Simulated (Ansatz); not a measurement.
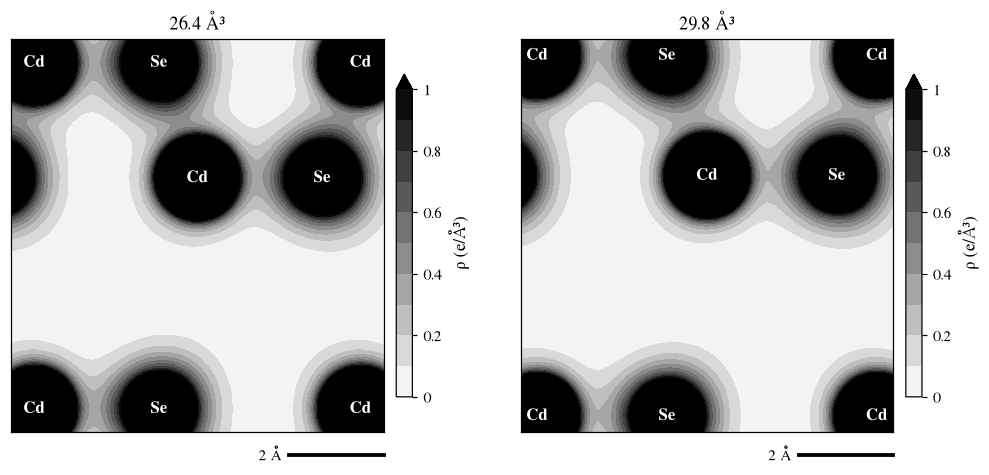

CdSe. The valence pseudo-density of cells scaled evenly to different volumes (given per atom above each panel), on the (110) plane of each (indices in the axes of the cell below), at one length scale and on one colour scale.

The calculation used Kohn-Sham DFT of a periodic cell, exchange-only PBE, Ansatz PAW (Ansatz).

In a PAW calculation such maps are meaningful between the atoms, not at the nuclei.

The largest cell:

```
Cd Se
1.0
     4.38434    0.00000    0.00000
    -2.19217    3.79695    0.00000
     0.00000    0.00000    7.15768
Cd Se
2 2
Direct
  0.66667 0.33333 0.50000
  0.33333 0.66667 0.00000
  0.66667 0.33333 0.88500
  0.33333 0.66667 0.38500
```

| volume (Å³/atom) | Cd–Se contact in the plane (Å) | ρ at its midpoint (e/Å³) | pressure (GPa) | gap on the mesh (eV) | 
| --- | --- | --- | --- | --- |
| 26.42 | 2.557 | 0.433 | 16.1 | 0.81 | 
| 28.66 | 2.628 | ? | ? | ? | 
| 29.79 | 2.662 | 0.364 | 7.2 | 0.53 | 

What values belong in the row with question marks?

Answer. Over the known rows ln ρ falls by 1.65 per Å of Cd–Se distance (the line through the two), which gives 0.385 e/Å³ at 2.628 Å; the calculation gives 0.384 e/Å³. For the pressure, a straight line in volume between the neighbouring rows gives 10.2 GPa; the calculation gives 9.6, lower because pressure rises ever faster on compression. For the gap on the mesh, a straight line in volume between the neighbouring rows gives 0.62 eV; the calculation gives 0.62.
